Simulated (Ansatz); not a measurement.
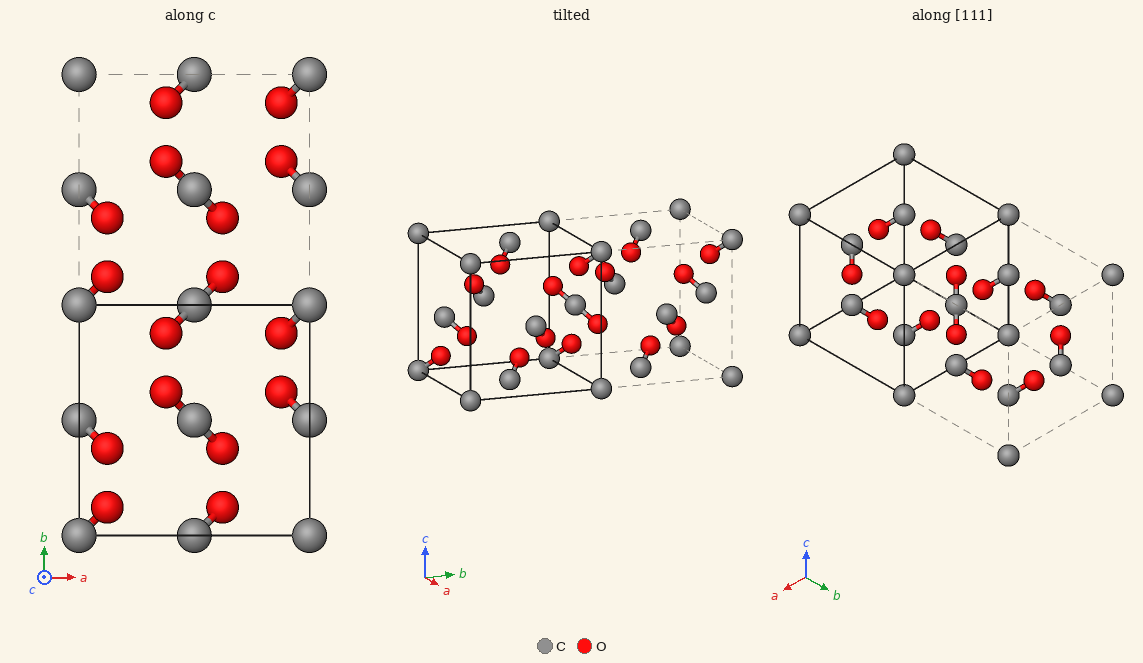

Shown here is a ball-and-stick view of the crystal, taken along the c axis, slightly off an axis and along [111]. The drawing covers 1×2×1 cells, and the solid lines enclose one conventional unit cell.

Summary of the structure:

The material is CO$_{2}$. The structure has Pa-3 (No. 205) symmetry and a primitive cubic lattice. The prototype is pyrite. It has 12 atoms to the cell (4 C, 8 O). Each C has two O in a linear arrangement. Every O atom has one C as neighbours. The bonds build separate CO2 groups.

Provenance: a structure listed in the Materials Project. Earlier steps of the study may have refined or changed the cell and positions. It was run through Ansatz as a DFT input.
